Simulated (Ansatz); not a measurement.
**B₂₄N₂₅: single-point calculation (part 2 of 2)**

The same run, continued: B₂₄N₂₅ (defect cell, 49 atoms in the cell); DFT PBE, scalar-relativistic, plane waves, PAW, spin-polarised (Ansatz 0.2.0); cutoff 420 eV, 2×2×2 k-mesh, Gaussian smearing of 0.05 eV, collinear spins. The structure derives from a Materials Project entry.

## Output, continued
```
  k-point 0 ↑: bands = ["-14.3679", "-11.8084", "-11.2823", "-10.8084", "-10.6579", "-10.5783", "-10.3267", "-10.2403", "-10.0242", "-9.8264", "-9.8008", "-9.5532", "-9.5428", "-9.4850", "-9.0699", "-9.0047", "-8.9713", "-8.9389", "-8.8953", "-8.4271", "-8.3139", "-8.2995", "-7.7430", "-7.7202", "-6.7694", "-3.4900", "-2.8108", "-2.6854", "-2.5209", "-2.1307", "-2.0269", "-1.9520", "-1.9000", "-1.8339", "-1.7333", "-1.5042", "-1.4203", "-1.4129", "-1.3737", "-1.2768", "-1.2610", "-0.9465", "-0.9021", "-0.4319", "-0.1961", "0.0230", "0.0777", "0.2416", "0.7015", "0.7201", "0.9561", "1.0009", "1.0763", "1.1255", "1.3000", "1.3612", "1.4641", "1.5519", "1.6572", "1.7642", "1.8264", "1.8516", "1.9986", "2.0246", "2.0593", "2.0932", "2.1460", "2.1909", "2.2999", "2.4031", "2.4662", "2.5362", "2.6630", "2.6711", "2.7963", "3.0355", "3.1326", "3.2609", "3.3190", "3.6956", "3.7807", "4.0557", "4.0563", "4.2225", "4.2238", "4.3022", "4.3211", "4.3556", "4.4330", "4.7464", "5.0039", "5.0104", "5.1434", "5.3483", "5.6284", "5.6476", "6.1519", "6.2408", "6.4617", "10.0882", "10.1381", "10.4512", "11.1747", "11.2283", "11.6524", "11.8548", "11.9321", "12.0701", "12.0934", "12.2576", "12.2843", "12.4121", "12.4568", "13.2972", "13.6302", "14.0744", "14.1196", "14.2253", "14.4413", "14.4577", "14.6262", "14.7833", "14.8304", "14.9620", "15.0889", "15.7484", "15.9920", "16.2325", "16.2432", "16.3827", "16.4113", "16.4739", "16.5462", "16.7272", "16.7889", "16.7896", "16.8263", "16.8354", "17.1258", "17.1860", "17.4997", "17.6562", "17.6854", "17.9625", "17.9632", "18.0428", "18.3003", "18.4284", "18.5284"]
  k-point 1 ↑: bands = ["-14.3618", "-11.6704", "-11.2673", "-10.9198", "-10.8832", "-10.4519", "-10.4482", "-10.4199", "-10.0077", "-9.9426", "-9.9230", "-9.8328", "-9.6355", "-9.1194", "-8.8372", "-8.7823", "-8.6871", "-8.6135", "-8.4695", "-8.4211", "-8.3019", "-8.2776", "-8.0998", "-8.0278", "-6.8237", "-3.5739", "-3.5318", "-3.0882", "-2.8497", "-2.6594", "-2.5342", "-2.3127", "-2.1603", "-2.0997", "-1.9410", "-1.4839", "-1.3492", "-1.0164", "-0.5186", "-0.2718", "-0.2692", "-0.0417", "-0.0145", "0.1548", "0.1937", "0.2408", "0.3270", "0.4042", "0.4441", "0.5987", "0.6418", "0.6771", "0.6795", "0.8472", "0.8762", "1.0023", "1.4494", "1.4667", "1.5822", "1.6647", "1.6818", "1.8930", "2.1355", "2.1474", "2.1750", "2.1977", "2.2752", "2.3505", "2.4459", "2.5332", "2.5949", "2.8133", "2.9259", "2.9311", "2.9545", "2.9647", "2.9937", "3.0688", "3.3143", "3.3584", "3.4307", "3.5363", "3.6172", "3.7372", "3.7624", "4.1922", "4.2192", "4.4352", "4.5734", "4.7054", "4.8836", "4.9671", "5.2377", "5.5330", "5.5797", "5.7556", "6.0195", "6.0804", "6.2792", "9.9655", "10.5377", "10.6080", "10.7230", "10.9165", "11.0232", "11.3875", "11.5445", "11.6846", "11.8722", "12.1464", "12.5019", "12.6820", "13.2052", "13.2660", "13.8945", "13.9354", "14.1244", "14.1657", "14.1678", "14.1832", "14.7413", "15.5204", "15.7646", "16.0324", "16.1774", "16.2017", "16.4125", "16.4773", "16.5780", "16.7574", "16.9995", "17.1204", "17.2354", "17.2586", "17.3467", "17.4195", "17.4398", "17.5554", "17.6496", "17.6560", "17.6756", "17.7151", "17.7680", "17.8010", "17.8433", "17.8755", "18.0741", "18.1399", "18.1415"]
  k-point 2 ↑: bands = ["-14.3623", "-11.7244", "-11.2873", "-11.0755", "-10.9978", "-10.3852", "-10.2178", "-10.1632", "-9.8349", "-9.6729", "-9.6699", "-9.6016", "-9.5660", "-9.5361", "-9.1017", "-9.0814", "-8.9666", "-8.8502", "-8.6237", "-8.6056", "-8.2030", "-8.1630", "-8.1270", "-8.0461", "-6.7792", "-3.1326", "-3.0074", "-2.4714", "-2.4469", "-2.2008", "-2.0114", "-1.9430", "-1.9054", "-1.8242", "-1.7786", "-1.4366", "-1.3351", "-1.1618", "-1.0929", "-0.9369", "-0.7374", "-0.6256", "-0.3948", "-0.3584", "-0.2059", "-0.2023", "-0.1818", "-0.1507", "-0.1061", "0.0151", "0.3016", "0.3747", "0.3749", "0.4170", "0.6364", "1.0637", "1.3429", "1.5524", "1.7619", "1.9948", "2.0105", "2.0877", "2.1988", "2.2347", "2.3200", "2.3313", "2.3633", "2.4233", "2.5500", "2.6882", "2.7421", "2.7461", "2.8459", "2.8821", "3.0760", "3.2014", "3.3783", "3.5237", "3.7058", "3.7419", "3.7527", "3.8176", "3.8990", "3.9525", "4.0625", "4.2534", "4.3129", "4.3650", "4.5858", "4.6921", "4.8248", "4.8376", "5.2289", "5.3119", "5.6597", "5.8079", "5.8767", "6.2122", "6.2846", "10.0906", "10.6868", "10.7955", "10.9707", "11.3730", "11.5263", "11.5955", "11.6291", "11.9892", "12.2714", "12.6920", "12.7782", "13.0100", "13.0113", "13.2345", "13.3378", "13.4674", "13.7358", "13.8220", "13.8654", "13.9199", "14.3948", "14.9693", "15.2367", "15.3478", "15.3718", "15.5594", "15.7413", "15.9464", "16.0204", "16.1575", "16.2955", "16.3078", "16.3441", "16.4719", "16.5835", "16.9645", "17.0789", "17.2935", "17.3404", "17.4762", "17.6403", "17.7033", "17.7868", "17.8812", "17.9022", "18.0027", "18.1329", "18.1482", "18.1854"]
  k-point 7 ↓: bands = ["-14.0466", "-11.5553", "-11.2025", "-11.0436", "-10.9700", "-10.5203", "-10.5046", "-10.4951", "-9.8497", "-9.8182", "-9.8137", "-9.7356", "-9.6212", "-9.0874", "-8.8161", "-8.7606", "-8.6730", "-8.5997", "-8.5020", "-8.4461", "-8.2619", "-8.2277", "-8.0756", "-7.9949", "-6.4675", "-3.4463", "-3.3943", "-3.1171", "-2.8459", "-2.5929", "-2.5436", "-2.3410", "-2.2094", "-2.0632", "-1.9180", "-1.5028", "-1.3486", "-0.8603", "-0.3617", "-0.2631", "-0.1191", "-0.0448", "0.1737", "0.2066", "0.2648", "0.3854", "0.3918", "0.4403", "0.6586", "0.7138", "0.7197", "0.7513", "0.8368", "0.9188", "0.9471", "1.2519", "1.3280", "1.3904", "1.4130", "1.4424", "1.5736", "1.5860", "1.6714", "1.7554", "1.8160", "1.8658", "2.1693", "2.1769", "2.2670", "2.3325", "2.3625", "2.4298", "2.6385", "2.8365", "2.9536", "3.1157", "3.2736", "3.4328", "3.5008", "3.5825", "3.9897", "4.0896", "4.1527", "4.2546", "4.3071", "4.3541", "4.5161", "4.5877", "4.5999", "4.6637", "4.9595", "5.2263", "5.2894", "5.4050", "5.4684", "5.6383", "5.9003", "6.3457", "7.3283", "9.8037", "10.4482", "10.5746", "10.8379", "10.8876", "11.1407", "11.5027", "11.7838", "11.7900", "12.0231", "12.0651", "12.6512", "13.3798", "14.0465", "14.1529", "14.1626", "14.3335", "14.4361", "14.4842", "14.7289", "14.7342", "14.7797", "14.7876", "14.9059", "14.9403", "15.1435", "15.2671", "15.4935", "15.5605", "15.8547", "15.9935", "16.2751", "16.4482", "16.8405", "17.1326", "17.2350", "17.3415", "17.5011", "17.5053", "17.8274", "17.9081", "17.9225", "17.9582", "18.0709", "18.1263", "18.1520", "18.2021", "18.2344", "18.3115", "18.3887"]
--- Löwdin populations: 49 sites ---
  site symbol       q [e]    m [muB]
     0      B      2.6863    -0.0199
     1      B      2.6467    -0.0161
     2      B      2.5925    -0.0013
     3      B      2.6378     0.0015
     4      B      2.6047     0.0022
     5      B      2.6358    -0.0009
     6      B      2.6086     0.0021
     7      B      2.6337     0.0071
     8      B      2.6011     0.0000
     9      B      2.6316     0.0006
    10      B      2.6378     0.0015
    11      B      2.6068     0.0017
    12      B      2.6301     0.0005
    13      B      2.5930     0.0124
    14      B      2.6086     0.0021
    15      B      2.6250     0.0060
    16      B      2.6011     0.0000
    17      B      2.6313    -0.0005
    18      B      2.6047     0.0022
    19      B      2.6301     0.0005
    20      B      2.5995     0.0002
    21      B      2.6337     0.0072
    22      B      2.6316     0.0006
    23      B      2.5930     0.0125
    24      N      5.3194     0.0032
    25      N      5.3357     0.0083
    26      N      5.3438     0.0069
    27      N      5.3249    -0.0005
    28      N      5.3396     0.0027
    29      N      5.3237     0.0076
    30      N      5.3484    -0.0022
    31      N      5.3149     0.0101
    32      N      5.3552    -0.0007
    33      N      5.3347     0.0160
    34      N      5.3194     0.0032
    35      N      5.3396     0.0027
    36      N      5.1197     0.0125
    37      N      5.3223     0.0991
    38      N      5.3357     0.0083
    39      N      5.3149     0.0101
    40      N      5.3439     0.0069
    41      N      5.3347     0.0160
    42      N      5.3406     0.0011
    43      N      5.3237     0.0077
    44      N      5.3225     0.0984
    45      N      5.3202     0.0046
    46      N      5.3209     0.0007
    47      N      5.3365     0.0083
    48      N      5.0485     0.6420
  spilling = 0.006657 (of n_electrons = 197.000000)
--- Bader charges: 49 sites ---
  site symbol  charge [e]  shift [e]    m [muB]
     0      B      2.2385     0.0004    -0.0049
     1      B      2.2180     0.0006    -0.0044
     2      B      2.2266     0.0005    -0.0004
     3      B      2.2147     0.0005     0.0013
     4      B      2.2230     0.0005     0.0010
     5      B      2.2121     0.0005    -0.0003
     6      B      2.2208     0.0005     0.0012
     7      B      2.2138     0.0005     0.0034
     8      B      2.2239     0.0005     0.0002
     9      B      2.2164     0.0005     0.0002
    10      B      2.2147     0.0005     0.0013
    11      B      2.2196     0.0005     0.0006
    12      B      2.2166     0.0005     0.0002
    13      B      2.2224     0.0005     0.0060
    14      B      2.2208     0.0005     0.0012
    15      B      2.2160     0.0005     0.0023
    16      B      2.2239     0.0005     0.0002
    17      B      2.2155     0.0005    -0.0001
    18      B      2.2230     0.0005     0.0010
    19      B      2.2167     0.0005     0.0002
    20      B      2.2199     0.0005     0.0002
    21      B      2.2138     0.0005     0.0034
    22      B      2.2165     0.0005     0.0002
    23      B      2.2224     0.0005     0.0060
    24      N     -2.2129     0.0005     0.0043
    25      N     -2.2229     0.0005     0.0100
    26      N     -2.2224     0.0005     0.0065
    27      N     -2.2114     0.0005     0.0003
    28      N     -2.2223     0.0005     0.0025
    29      N     -2.2094     0.0005     0.0105
    30      N     -2.2210     0.0005    -0.0005
    31      N     -2.2115     0.0005     0.0108
    32      N     -2.2127     0.0005    -0.0014
    33      N     -2.2002     0.0005     0.0170
    34      N     -2.2129     0.0005     0.0043
    35      N     -2.2222     0.0005     0.0025
    36      N     -1.5422     0.0011     0.0467
    37      N     -2.1215     0.0005     0.1036
    38      N     -2.2229     0.0005     0.0100
    39      N     -2.2115     0.0005     0.0108
    40      N     -2.2223     0.0005     0.0065
    41      N     -2.2002     0.0005     0.0170
    42      N     -2.2256     0.0005     0.0014
    43      N     -2.2094     0.0005     0.0106
    44      N     -2.1221     0.0005     0.1029
    45      N     -2.2089     0.0005     0.0042
    46      N     -2.2105     0.0005     0.0023
    47      N     -2.2225     0.0005     0.0101
    48      N     -0.9680     0.0016     0.5872
  estimated error of the sums over rays = 5.4e-4 e
```

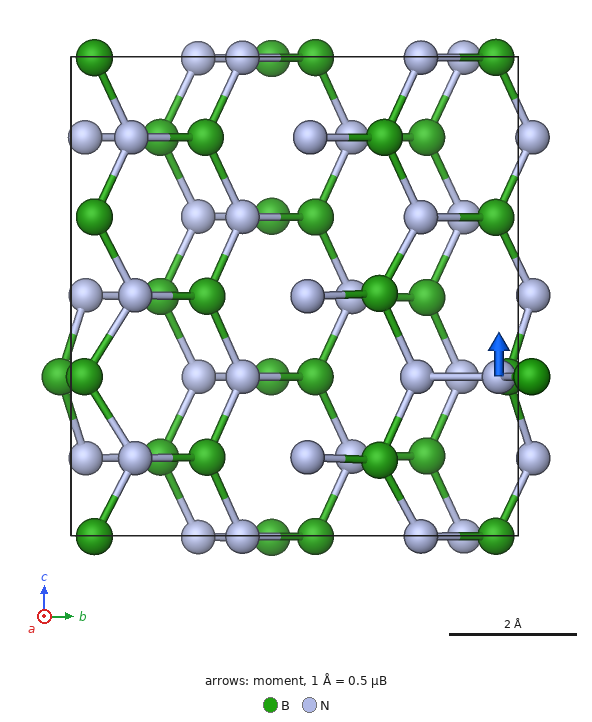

**Figure 1.** Magnetic moments of the sites as blue arrows (ball-and-stick view of the cell of the calculation, along the a axis); small moments hardly show. The run is collinear, so the axis drawn is arbitrary. Site moments: N49 (0.36 μB); N38, N45 (0.06 μB). They are counted near the atoms and needn't add up to the moment of the cell. Atoms are counted from 1 in the order of the input.

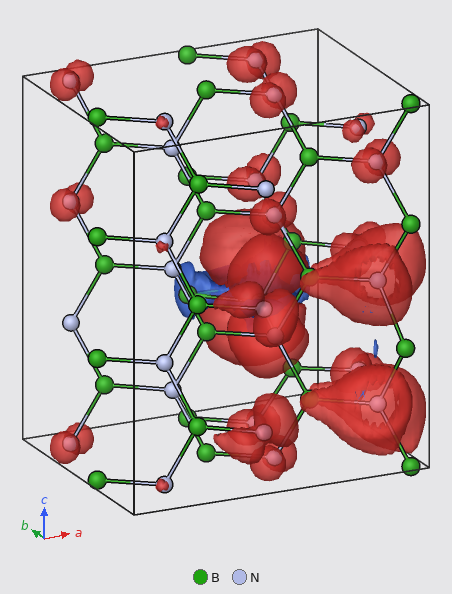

**Figure 2.** Isosurfaces of the spin density at +0.005 (red) and −0.005 e/Å³ (blue), seen slightly off an axis. Sticks mark near contacts. The outline is the calculation cell. The spin density sits on N: +0.4 μB in one cell of 49 atoms: a single local moment. The cell of the calculation (49 atoms) carries 1.0 μB net. Core electrons are frozen (PAW), so the fields are smoothed inside the atomic spheres.

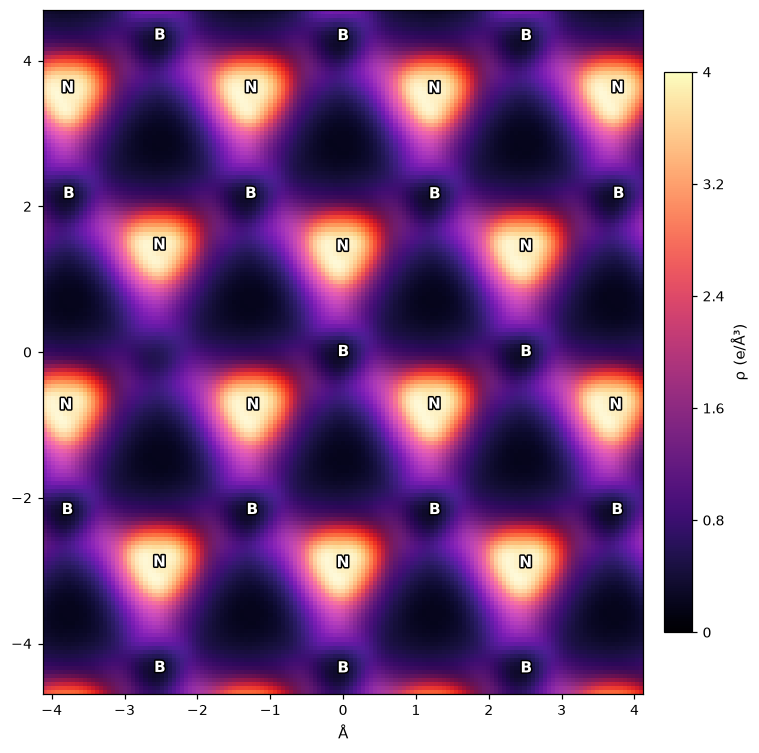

**Figure 3.** Valence charge density (pseudo) on the (110) plane of the calculation cell. Atoms in the plane: B and N. B–N (1.44 Å): ρ at the midpoint is about 1.8 e/Å³. B–N (1.46 Å): the density is about 1.8 e/Å³ at the midpoint. Away from the nuclei the density in this plane falls to 0.14 e/Å³ at its lowest.
